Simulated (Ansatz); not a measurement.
System: Au, space group Fm-3m (No. 225) (one of a set of cubic test structures, which need not be the stable phase).

One of the inputs:
```
crystal:
  lattice:
    - [0.0, 2.064720471216, 2.064720471216]
    - [2.064720471216, 0.0, 2.064720471216]
    - [2.064720471216, 2.064720471216, 0.0]
  atoms:
    - { symbol: Au, position: [0, 0, 0] }
kpoints:
  mp_grid: { grid: [14, 14, 14] }
hamiltonian:
  xc: r2scan
  pseudopotentials: { kind: paw }
scf:
  occupations: { method: fermi_dirac, width: 0.1 }
output:
  forces: true
  stress: true
```

Run as:
```bash
ansatz run input.yaml --threads 1
```

How it was computed, with Ansatz 0.2.0 development build: equation of state of a cubic crystal from periodic Kohn-Sham density functional theory without spin, third-order Birch-Murnaghan fit to the free energies; pressure corrected for the finite basis. Level: r2SCAN, no spin-orbit coupling.

structure type fcc; atoms in cell 1; space group number 225; lattice centring face-centred primitive; k mesh 14×14×14; occupation method Fermi–Dirac; occupation width 0.1 eV; wave cutoff 500 eV; datasets soft-1 PAW; density tolerance 1e−07 eV; bands 14; density cutoff ratio 4; search for lower states default.

What does the calculation give for the energy above the lowest point and pressure against volume? The volume takes the values 16.53, 17.07, 17.60, 18.14, 18.68 Å³/atom.

A third-order Birch–Murnaghan fit gives V0 = 17.54 Å³/atom, B0 = 153 GPa and B′ = 6.1. The energy above the lowest point is 32.0 meV/atom at volume 16.53 Å³/atom and 30.3 meV/atom at 18.68 Å³/atom; the lowest computed point is at volume 17.60 Å³/atom (0.0 meV/atom), and no other minimum shows. The pressure falls from 10.9 GPa at volume 16.53 Å³/atom to −7.9 GPa at 18.68 Å³/atom, and changes sign near 17.55 Å³/atom.

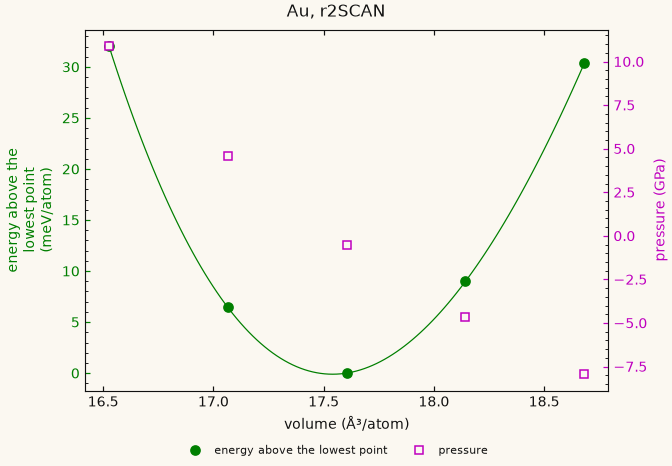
